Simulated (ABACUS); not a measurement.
# Geometry relaxation, with input and output: Na (part 1 of 2)

- system: Na (Im-3m, 1 atom in the cell)
- method: Kohn-Sham DFT of a periodic cell, AM05, PseudoDojo NC SR 0.5 PBE standard, no spin polarisation (ABACUS 3.10.1)

The structure derives from an entry of the Crystallography Open Database.

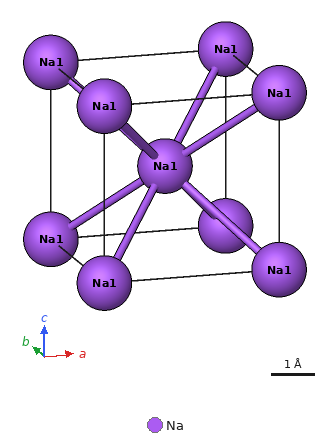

Figure 1. The input geometry (ball-and-stick view of the cell 2 times as large as that of the calculation, set on its symmetry axes, seen slightly off an axis; atoms are numbered from 1 in the order of the input). Near neighbours in the crystal (not all of them lie inside the picture): Na has 8 Na at 3.71 Å.

### The input
```python
"""ABACUS run from a structure file: ASE reads it, the script writes STRU, KPT and INPUT."""
import re
import subprocess
from ase.io import read
from ase.units import Bohr

atoms = read("POSCAR")
atoms = atoms[(-atoms.numbers).argsort(kind="stable")]  # ABACUS lists atoms element by element
pseudo = {'Na': 'Na.upf'}
orbital = {}
magmoms = None
kmesh = [7, 7, 7]
params = {
    'suffix': 'Na',
    'calculation': 'cell-relax',
    'basis_type': 'pw',
    'pseudo_dir': './',
    'symmetry': 1,
    'dft_functional': 'GGA_X_AM05+GGA_C_AM05',
    'ecutwfc': 89,
    'pseudo_rcut': 10,
    'nspin': 1,
    'nbands': 9,
    'ks_solver': 'dav',
    'smearing_method': 'fd',
    'smearing_sigma': 0.00367493,
    'scf_thr': 1e-08,
    'scf_nmax': 100,
    'mixing_type': 'broyden',
    'mixing_beta': 0.7,
    'cal_force': 1,
    'cal_stress': 1,
    'relax_nmax': 60,
    'force_thr_ev': 0.01,
    'relax_method': 'cg',
    'out_stru': 1,
    'stress_thr': 0.5,
    'kpar': 4,
}

symbols = atoms.get_chemical_symbols()
elements = list(dict.fromkeys(symbols))
lines = ["ATOMIC_SPECIES"] + [f"{e} {atoms.get_masses()[symbols.index(e)]:.4f} {pseudo[e]}" for e in elements]
if orbital:
    lines += ["", "NUMERICAL_ORBITAL"] + [orbital[e] for e in elements]
lines += ["", "LATTICE_CONSTANT", f"{1 / Bohr:.10f}", "", "LATTICE_VECTORS"]
lines += [" ".join(f"{x:.10f}" for x in v) for v in atoms.cell]
lines += ["", "ATOMIC_POSITIONS", "Direct"]
for e in elements:
    lines += ["", e, "0.0", str(symbols.count(e))]
    for i, p in enumerate(atoms.get_scaled_positions(wrap=False)):
        if symbols[i] == e:
            mag = "" if magmoms is None else " mag " + " ".join(str(x) for x in (magmoms[i] if isinstance(magmoms[i], list) else [magmoms[i]]))
            lines.append(" ".join(f"{x:.10f}" for x in p) + " 1 1 1" + mag)
open("STRU", "w").write("\n".join(lines) + "\n")
open("KPT", "w").write("K_POINTS\n0\nGamma\n%d %d %d 0 0 0\n" % tuple(kmesh))
open("INPUT", "w").write("INPUT_PARAMETERS\n" + "".join(f"{k:<20s}{v}\n" for k, v in params.items()))

done = subprocess.run(['mpirun', '-np', '4', 'abacus'])
if done.returncode:
    raise SystemExit(done.returncode)
log = open("OUT.Na/running_cell-relax.log").read()
print("final energy (eV):", re.findall(r"FINAL_ETOT_IS (\S+)", log))
```

### File POSCAR
```
Na
1.0
   -2.1410000000      2.1410000000      2.1410000000
    2.1410000000     -2.1410000000      2.1410000000
    2.1410000000      2.1410000000     -2.1410000000
Na
1
Direct
    0.0000000000      0.0000000000      0.0000000000
```

### File INPUT
```
INPUT_PARAMETERS
suffix              Na
calculation         cell-relax
basis_type          pw
pseudo_dir          ./
symmetry            1
dft_functional      GGA_X_AM05+GGA_C_AM05
ecutwfc             89
pseudo_rcut         10
nspin               1
nbands              9
ks_solver           dav
smearing_method     fd
smearing_sigma      0.00367493
scf_thr             1e-08
scf_nmax            100
mixing_type         broyden
mixing_beta         0.7
cal_force           1
cal_stress          1
relax_nmax          60
force_thr_ev        0.01
relax_method        cg
out_stru            1
stress_thr          0.5
kpar                4
```

### File STRU
```
ATOMIC_SPECIES
Na 22.9898 Na.upf

LATTICE_CONSTANT
1.8897261258

LATTICE_VECTORS
-2.1410000000 2.1410000000 2.1410000000
2.1410000000 -2.1410000000 2.1410000000
2.1410000000 2.1410000000 -2.1410000000

ATOMIC_POSITIONS
Direct

Na
0.0
1
-0.0000000000 0.0000000000 0.0000000000 1 1 1
```

### File KPT
```
K_POINTS
0
Gamma
7 7 7 0 0 0
```

Launch command:
```bash
OMP_NUM_THREADS=1 python run_abacus.py > log
```

### Log
```
ABACUS v3.10.1

               Atomic-orbital Based Ab-initio Computation at UStc

 ------------------------------------------------------------------------------------

 READING GENERAL INFORMATION
                           global_out_dir = OUT.Na/
                           global_in_card = INPUT
                               pseudo_dir = ./
                              orbital_dir =
                                    DSIZE = 4
                                    GSIZE = 1

 READING UNITCELL INFORMATION
                                    ntype = 1
                  lattice constant (Bohr) = 1.88973
              lattice constant (Angstrom) = 1

 READING ATOM TYPE 1
                               atom label = Na
                      L=0, number of zeta = 1
                      L=1, number of zeta = 1
                      L=2, number of zeta = 1
             number of atom for this type = 1

                        TOTAL ATOM NUMBER = 1
DIRECT COORDINATES
    atom                   x                   y                   z     mag                  vx                  vy                  vz
taud_Na1            0.0000000000        0.0000000000        0.0000000000  0.0000        0.0000000000        0.0000000000        0.0000000000

                          Volume (Bohr^3) = 264.915
                             Volume (A^3) = 39.2563

 Lattice vectors: (Cartesian coordinate: in unit of a_0)
               -2.141              +2.141              +2.141
               +2.141              -2.141              +2.141
               +2.141              +2.141              -2.141
 Reciprocal vectors: (Cartesian coordinate: in unit of 2 pi/a_0)
                   +0           +0.233536           +0.233536
            +0.233536                  +0           +0.233536
            +0.233536           +0.233536                  +0
 The esolver type has been set to : ksdft_pw

                PAO radial cut off (Bohr) = 10

 Read in pseudopotential file is Na.upf
                     pseudopotential type = NC
          exchange-correlation functional = PBE
                 nonlocal core correction = 0
                        valence electrons = 9
                                     lmax = 1
                           number of zeta = 3
                     number of projectors = 4
                           L of projector = 0
                           L of projector = 0
                           L of projector = 1
                           L of projector = 1
 XC functional updated to : GGA_X_AM05+GGA_C_AM05
          exchange-correlation functional = GGA_X_AM05+GGA_C_AM05
     initial pseudo atomic orbital number = 5

 SETUP THE ELECTRONS NUMBER
            electron number of element Na = 9
      total electron number of element Na = 9
            AUTOSET number of electrons:  = 9
                           occupied bands = 5
                                   NBANDS = 9
                                   NLOCAL = 9

%%%%%%%%%%%%%%%%%%%%%%%%%%%%%%%%%%%%%%%%%%%%%%%%%%%%%%%%%%%%%%%%%%%%%%%%%%%%%%%%%%%%%%%%%%%%%%%%%%%%%%%%%%
 Warning: the number of valence electrons in pseudopotential > 1 for Na: [Ne] 3s1
 Pseudopotentials with additional electrons can yield (more) accurate outcomes, but may be less efficient.
 If you're confident that your chosen pseudopotential is appropriate, you can safely ignore this warning.
%%%%%%%%%%%%%%%%%%%%%%%%%%%%%%%%%%%%%%%%%%%%%%%%%%%%%%%%%%%%%%%%%%%%%%%%%%%%%%%%%%%%%%%%%%%%%%%%%%%%%%%%%%

 SETUP THE PLANE WAVE BASIS
 energy cutoff for charge/potential (unit:Ry) = 356
            fft grid for charge/potential = [ 45, 45, 45 ]
                        fft grid division = [ 1, 1, 1 ]
        big fft grid for charge/potential = [ 45, 45, 45 ]
                                     nbxx = 91125
                                     nrxx = 91125

 SETUP PLANE WAVES FOR CHARGE/POTENTIAL
                    number of plane waves = 30093
                         number of sticks = 1315

 PARALLEL PW FOR CHARGE/POTENTIAL
     PROC   COLUMNS(POT)             PW
        1           1315          30093
 --------------- sum -------------------
        1           1315          30093
                            number of |g| = 273
                                  max |g| = 32.178
                                  min |g| = 0

----------- Double Check Mixing Parameters Begin ------------
mixing_type: broyden
mixing_beta: 0.7
mixing_gg0: 1
mixing_gg0_min: 0.1
mixing_ndim: 8
----------- Double Check Mixing Parameters End ------------

 LATTICE VECTORS: (CARTESIAN COORDINATE: IN UNIT OF A0)
               -2.141              +2.141              +2.141
               +2.141              -2.141              +2.141
               +2.141              +2.141              -2.141
                       right hand lattice = 1
                                   NORM_A = 3.70832
                                   NORM_B = 3.70832
                                   NORM_C = 3.70832
                           ALPHA (DEGREE) = 109.471
                           BETA  (DEGREE) = 109.471
                           GAMMA (DEGREE) = 109.471

 The lattice vectors have been changed (STRU_SIMPLE.cif)

(for optimal symmetric configuration:)
                             BRAVAIS TYPE = 2
                     BRAVAIS LATTICE NAME = 02. Cubic I (body-centered)
                                    ibrav = 2
                                    IBRAV = 2
                                  BRAVAIS = BODY CENTERED CUBIC
                       LATTICE CONSTANT A = 4.282
Original cell was already a primitive cell.
                        ROTATION MATRICES = 48
              PURE POINT GROUP OPERATIONS = 48
                   SPACE GROUP OPERATIONS = 48
                              POINT GROUP = O_h
               POINT GROUP IN SPACE GROUP = O_h

 SETUP K-POINTS
                                    nspin = 1
                   Input type of k points = Monkhorst-Pack(Gamma)
                                   nkstot = 343
                       right hand lattice = 1
(for reciprocal lattice: )
                             BRAVAIS TYPE = 3
                     BRAVAIS LATTICE NAME = 03. Cubic F (face-centered)
                                    ibrav = 3
                       right hand lattice = 1
(for k-lattice: )
                             BRAVAIS TYPE = 3
                     BRAVAIS LATTICE NAME = 03. Cubic F (face-centered)
                                    ibrav = 3
                       right hand lattice = 1
                        ROTATION MATRICES = 48
                               nkstot_ibz = 20
K-POINTS REDUCTION ACCORDING TO SYMMETRY
     IBZ    DIRECT_X    DIRECT_Y    DIRECT_Z  WEIGHT  ibz2bz
       1  0.00000000  0.00000000  0.00000000  0.0029       0
       2 -0.14285714  0.14285714  0.00000000  0.0350       1
       3 -0.28571429  0.28571429  0.00000000  0.0350       2
       4 -0.42857143  0.42857143  0.00000000  0.0350       3
       5 -0.14285714 -0.14285714  0.28571429  0.0700       8
       6 -0.14285714 -0.28571429  0.42857143  0.1399       9
       7  0.42857143  0.42857143  0.14285714  0.0700      10
       8  0.42857143  0.28571429  0.28571429  0.0700      16
       9 -0.14285714 -0.14285714  0.42857143  0.0233      57
      10  0.42857143  0.28571429  0.14285714  0.0700      58
      11 -0.14285714  0.14285714  0.14285714  0.0175      62
      12  0.28571429  0.28571429  0.28571429  0.0233      65
      13  0.28571429  0.14285714 -0.28571429  0.0700      68
      14 -0.42857143  0.42857143  0.14285714  0.0700      74
      15 -0.42857143  0.28571429  0.28571429  0.0700      75
      16  0.42857143  0.28571429  0.42857143  0.0700      81
      17  0.28571429  0.28571429 -0.28571429  0.0175     117
      18 -0.42857143  0.42857143  0.28571429  0.0700     123
      19  0.42857143  0.42857143  0.42857143  0.0233     130
      20 -0.42857143  0.42857143  0.42857143  0.0175     172

                               nkstot now = 20
[... K-POINTS DIRECT COORDINATES: 20 rows ...]

           k-point number in this process = 5
       minimum distributed K point number = 5
[... stars of the k points ...]

[... K-POINTS CARTESIAN COORDINATES: 5 rows ...]

[... K-POINTS DIRECT COORDINATES: 5 rows ...]

 SETUP PLANE WAVES FOR WAVE FUNCTIONS
     energy cutoff for wavefunc (unit:Ry) = 89
              fft grid for wave functions = [ 45, 45, 45 ]
                    number of plane waves = 4321
                         number of sticks = 363

 PARALLEL PW FOR WAVE FUNCTIONS
     PROC   COLUMNS(POT)             PW
        1            363           4321
 --------------- sum -------------------
        1            363           4321

 SETUP NONLOCAL PSEUDOPOTENTIALS IN PLANE WAVE BASIS
 Na non-local projectors:
 projector 1 L=0
 projector 2 L=0
 projector 3 L=1
 projector 4 L=1
      TOTAL NUMBER OF NONLOCAL PROJECTORS = 8

 Init Non-Local PseudoPotential table :
 Init Non-Local-Pseudopotential done.

                                     npwx = 3781

 Make real space PAO into reciprocal space.
       max mesh points in Pseudopotential = 1001
     dq(describe PAO in reciprocal space) = 0.01
                                    max q = 1894

 number of pseudo atomic orbitals for Na is 3
WARNING: norm of atomic wavefunction # 3 of atomic type Na is 0.996862, renormalized

 -------------------------------------------
 STEP OF RELAXATION : 1
 -------------------------------------------
                                 init_chg = atomic

 PW ALGORITHM --------------- ION=   1  ELEC=   1--------------------------------
 Notice: Threshold on eigenvalues was too large.
 hsover_error=0.09 > DRHO=0.00240554
 Origin diag ethr = 0.01
 New diag ethr = 2.67282e-05

 Density error is 0.00239033621463
                          Error Threshold = 2.67282382295e-05
----------------------------------------------------------
     Energy           Rydberg                 eV
----------------------------------------------------------
 E_KohnSham     -91.1087319500       -1239.5978920746
 E_Harris       -91.6132295167       -1246.4619336095
 E_Fermi        0.1083722494         1.4744800971
----------------------------------------------------------

 PW ALGORITHM --------------- ION=   1  ELEC=   2--------------------------------

 Density error is 0.000159897961928
                          Error Threshold = 2.65592912736e-05
----------------------------------------------------------
     Energy           Rydberg                 eV
----------------------------------------------------------
 E_KohnSham     -91.1091345638       -1239.6033699157
 E_Harris       -91.1414844214       -1240.0435123088
 E_Fermi        0.1059519845         1.4415507034
----------------------------------------------------------

 PW ALGORITHM --------------- ION=   1  ELEC=   3--------------------------------

 Density error is 2.50630828241e-05
                          Error Threshold = 1.77664402142e-06
----------------------------------------------------------
     Energy           Rydberg                 eV
----------------------------------------------------------
 E_KohnSham     -91.1091381189       -1239.6034182854
 E_Harris       -91.1337108405       -1239.9377473154
 E_Fermi        0.1052625060         1.4321698669
----------------------------------------------------------

 PW ALGORITHM --------------- ION=   1  ELEC=   4--------------------------------

 Density error is 3.32153597841e-08
                          Error Threshold = 2.78478698046e-07
----------------------------------------------------------
     Energy           Rydberg                 eV
----------------------------------------------------------
 E_KohnSham     -91.1091401048       -1239.6034453053
 E_Harris       -91.1095940284       -1239.6096212531
 E_Fermi        0.1047622501         1.4253635367
----------------------------------------------------------

 PW ALGORITHM --------------- ION=   1  ELEC=   5--------------------------------

 Density error is 3.86555627945e-08
                          Error Threshold = 3.69059553157e-10
----------------------------------------------------------
     Energy           Rydberg                 eV
----------------------------------------------------------
 E_KohnSham     -91.1091401605       -1239.6034460635
 E_Harris       -91.1101453109       -1239.6171218369
 E_Fermi        0.1047530750         1.4252387028
----------------------------------------------------------

 PW ALGORITHM --------------- ION=   1  ELEC=   6--------------------------------

 Density error is 5.23069533694e-08
                          Error Threshold = 3.69059553157e-10
----------------------------------------------------------
     Energy           Rydberg                 eV
----------------------------------------------------------
 E_KohnSham     -91.1091401638       -1239.6034461083
 E_Harris       -91.1073490648       -1239.5790769558
 E_Fermi        0.1047391595         1.4250493724
----------------------------------------------------------

 PW ALGORITHM --------------- ION=   1  ELEC=   7--------------------------------
```
